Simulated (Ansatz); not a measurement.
## A series of single points on GaCo

System: GaCo (2 atoms in the cell).
Method: Kohn-Sham DFT of a periodic cell, PBE, Ansatz PAW, spin-polarised (Ansatz 0.2.0).

The 7 runs differ only in the geometry, by an even scaling of the cell at fixed fractional positions. The structure derives from an entry of the Crystallography Open Database.

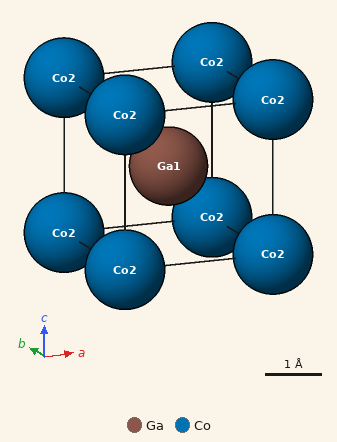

Figure 1. The structure of run 4 (spheres-only view of the cell of the calculation, seen slightly off an axis; atoms are numbered from 1 in the order of the input).

## Input of run 4
```yaml
crystal:
  lattice:
    - [2.878, 0.0, 0.0]
    - [0.0, 2.878, 0.0]
    - [0.0, 0.0, 2.878]
  atoms:
    - { symbol: Ga, position: [0.5, 0.5, 0.5] }
    - { symbol: Co, position: [0.0, 0.0, 0.0], spin: 2.0 }
hamiltonian:
  xc: pbe
  pseudopotentials: { kind: paw }
magnetization:
  spin_polarized: true
kpoints:
  mp_grid: { grid: [9, 9, 9] }
scf:
  occupations: { method: fermi_dirac, width: 0.05 }
output:
  forces: true
  stress: true
  eigenvalues: true
```

Command:
```bash
ansatz run input.yaml --threads 1 --pin off --max-ram 2560MiB --backend cpu --events-out ev --progress --plain --runs-dir out
```

Run 2 differs from it as follows:
```diff
-    - [2.878, 0.0, 0.0]
-    - [0.0, 2.878, 0.0]
-    - [0.0, 0.0, 2.878]
+    - [2.83910334, 0.0, 0.0]
+    - [0.0, 2.83910334, 0.0]
+    - [0.0, 0.0, 2.83910334]
```

## Results, with one run withheld

```csv
run,volume per atom (Å³),"free energy per atom, from the lowest run given (meV)",pressure (GPa)
1,11.204,30.07,13.54
2,11.442,?,?
3,11.681,3.78,4.49
4,11.919,0.00,0.67
5,12.157,1.57,−2.73
6,12.396,7.94,−5.76
7,12.634,18.53,−8.39
```

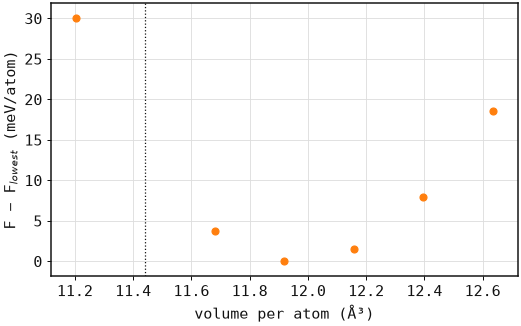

Figure 2. Free energy per atom of the runs given; the dotted line marks run 2.

Estimate the energy of run 2 from the others.

A cubic polynomial in V^(−2/3) (the Birch–Murnaghan form), fitted to the 6 runs given, misses them by at most 0.01 meV per atom. With x = V^(−2/3) − 0.19097 Å⁻², it reads F = −0.07388 − 159.18 x + 4.0538e+05 x² + 7.6499e+05 x³ (meV per atom). At run 2 it gives 13.58 meV per atom, and the run itself gives 13.56. The slope of the fit gives a pressure −dF/dV of 8.75 GPa there, and the run prints 8.76 GPa. The fit has its minimum at 11.964 Å³ per atom, where V d²F/dV² gives 177 GPa: the bulk modulus at this level, since symmetry fixes the shape and the positions.

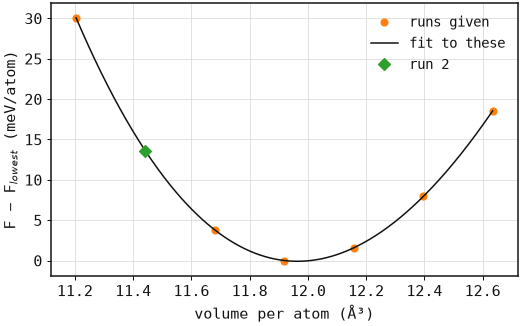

Figure 3. The fit and the withheld run.

## Output, shortened to warnings, some set-up lines, iterations and results (run 2)
```
WARN: the starting moments were not kept: the SCF closed with an absolute magnetisation of 7.7e-6 μB, where they sum to 2 μB in size (1 site). That is at most 0.1 of that sum. Measured as dr2_m measures the in/out step, that magnetisation stands 1.4e-10 eV from none, at or under the dr2_threshold of 1.0e-7 eV: it is no larger than a step whose dr2_m would equal this threshold. The system may hold …
Basis set: ecut = 420 eV, 461 PW (Γ), exchange–correlation on 40×40×40 points (8 copies of the dense FFT grid, shifted against one another)
Symmetry: 48 space group operations
k-points: 35 of 729
Initial density: superposition of atomic densities (chi_scale 0.1, normalization cell)
[...]
SCF iter   1: F=—  HF=-8908.318532 eV  |F-HF|=—  |Δ(HF+E_count)|=         —  Δρ=1.61e-1 (↑1.61e-1 ↓1.16e-1)  dr2=6.44e-1  dr2_m=3.88e0  M=0.429 μB ∫|m|=0.588 μB  β_m=0.30  …
SCF iter   2: F=—  HF=-8908.387731 eV  |F-HF|=—  |Δ(HF+E_count)|=   6.92e-2  Δρ=1.14e-1 (↑9.76e-2 ↓1.14e-1)  dr2=3.73e-1  dr2_m=2.28e0  M=0.358 μB ∫|m|=0.495 μB  β_m=0.65  …
SCF iter   3: F=—  HF=-8911.330584 eV  |F-HF|=—  |Δ(HF+E_count)|=    2.94e0  Δρ=1.58e-1 (↑1.58e-1 ↓8.15e-2)  dr2=7.89e0  dr2_m=3.22e-1  M=0.099 μB ∫|m|=0.202 μB  β_m=0.24  …
SCF iter   4: F=—  HF=-8909.361871 eV  |F-HF|=—  |Δ(HF+E_count)|=    1.97e0  Δρ=5.35e-2 (↑4.92e-2 ↓5.35e-2)  dr2=9.79e-2  dr2_m=5.35e-1  M=0.244 μB ∫|m|=0.343 μB  β_m=0.36  …
SCF iter   5: F=—  HF=-8909.654883 eV  |F-HF|=—  |Δ(HF+E_count)|=   2.93e-1  Δρ=5.85e-3 (↑2.30e-3 ↓5.85e-3)  dr2=6.33e-3  dr2_m=1.73e-3  M=0.126 μB ∫|m|=0.182 μB  β_m=0.68  …
[... 5 lines ...]
SCF iter  11: F=—  HF=-8909.658553 eV  |F-HF|=—  |Δ(HF+E_count)|=   1.26e-7  Δρ=2.14e-5 (↑6.88e-6 ↓2.14e-5)  dr2=6.04e-8  dr2_m=2.64e-8  M=-0.000 μB ∫|m|=0.000 μB  β_m=0.92  …
SCF iter  12: F=—  HF=-8909.658553 eV  |F-HF|=—  |Δ(HF+E_count)|=   1.23e-8  Δρ=4.60e-6 (↑3.17e-6 ↓4.60e-6)  dr2=4.43e-9  dr2_m=5.14e-10  M=-0.000 μB ∫|m|=0.000 μB  β_m=0.79  …
SCF iter  13: F=—  HF=-8909.658553 eV  |F-HF|=—  |Δ(HF+E_count)|=   1.58e-9  Δρ=1.06e-6 (↑1.06e-6 ↓3.16e-7)  dr2=2.61e-10  dr2_m=7.73e-11  M=-0.000 μB ∫|m|=0.000 μB  β_m=0.89 …
SCF iter  14: F=-8909.658553 eV  HF=-8909.658553 eV  |F-HF|=1.82e-11  |Δ(HF+E_count)|=  2.20e-10  Δρ=2.97e-7 (↑1.39e-7 ↓2.97e-7)  dr2=2.52e-11  dr2_m=3.06e-12  M=0.000 μB …
SCF 1 converged in 14 iterations: F = -8909.658553 eV  dr2 = 2.52e-11
WARN: the starting moments were not kept: the SCF closed with an absolute magnetisation of 7.7e-6 μB, where they sum to 2 μB in size (1 site). That is at most 0.1 of that sum. Measured as dr2_m measures the in/out step, that magnetisation stands 1.4e-10 eV from none, at or under the dr2_threshold …
SCF converged after 14 iterations
Magnetization: 0.0000 μB (15.0000 up, 15.0000 down)
Absolute magnetization: 0.0000 μB (∫|ρ↑−ρ↓|, with the PAW one-centre terms)
Spin contamination: 0.0000 ħ² per cell (⟨S²⟩ above its minimum at these occupations)
Per-site moments (μB) at R_I (Å): [(-1.9937515518297402e-7, 1.014228441768815), (7.175433576441111e-6, 1.014228441768815)]
Free energy (F): -8909.658553 eV
Harris-Foulkes:  -8909.658553 eV  (|F-HF|=1.82e-11)
Internal energy: -8909.648599 eV  (E = F + TS)
E sigma→0 (E₀):  -8909.653576 eV
Entropy (-TS):   -0.009954 eV (-4.977 meV/atom)
Fermi energy:    17.764390 eV
--- Per-component energies (eV) ---
  E_band       = -193.252607
  E_kinetic    = 575.421063
  E_local      = -4394.287595  (includes V_loc(G=0)·N_el)
  E_nonlocal   = 884.537397
  E_hartree    = 1957.201827
  E_xc         = -229.849342
  E_vxc        = -265.713927  (∫ρ·V_xc dr)
  E_paw        = -3508.368720  (= ΣΔE_a)
  E_vpaw       = -907.612781  (= ΣTr[D̂ρ^β])
[...]
```

Warnings of the run: some starting moments were not kept.
